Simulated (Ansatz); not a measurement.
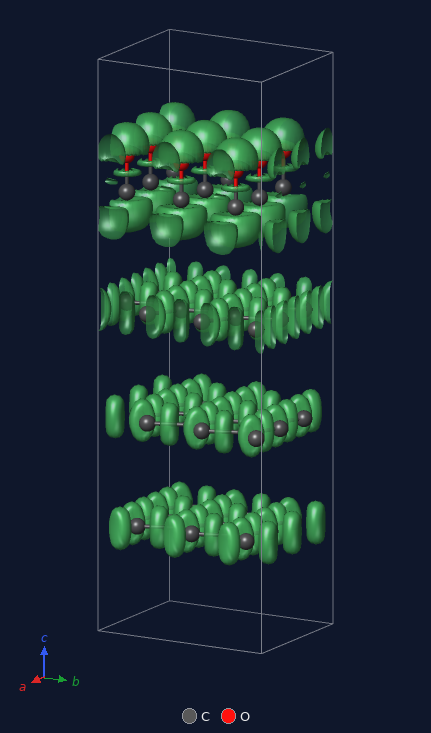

C₇O (slab). Isosurface of the electron localisation function at 0.8 (green), seen slightly off an axis. Only the valence region is drawn (cores and ρ < 0.01 e/Å³ removed). Sticks mark near contacts.

The SCF solution may not be the lowest one.

Level of theory: DFT PBE+D3(BJ), scalar-relativistic, plane waves, PAW in Ansatz 0.2.0.

```
CELL_PARAMETERS angstrom
2.46494 0.00000 0.00000
1.23248 2.13469 0.00000
0.00000 0.00000 26.89866
ATOMIC_POSITIONS crystal
C 0.16562 0.16562 0.31600
C 0.49896 0.49896 0.31603
C 0.49831 0.49831 0.44130
C 0.83164 0.83164 0.44135
C 0.83245 0.83245 0.56702
C 0.16578 0.16578 0.56703
C 0.16164 0.16164 0.69407
O 0.16167 0.16167 0.73623
```

Q: Where are the electrons localised?

A: At this value the surface marks out nine regions between bonded C–C atoms, one region between bonded C–O atoms, one lobe on C, pointing away from the bonds (lone pairs) and one lobe on O, pointing away from the bonds (lone pairs, which may merge into one lobe), counted in one cell of 8 atoms. Counts are for one cell; the picture repeats the cell along the surface.

Values along the shortest contacts:
C–O (1.13 Å): the ELF peaks at about 0.85 between the atoms. C–C (1.42 Å): the ELF peaks at about 0.95 between the atoms.
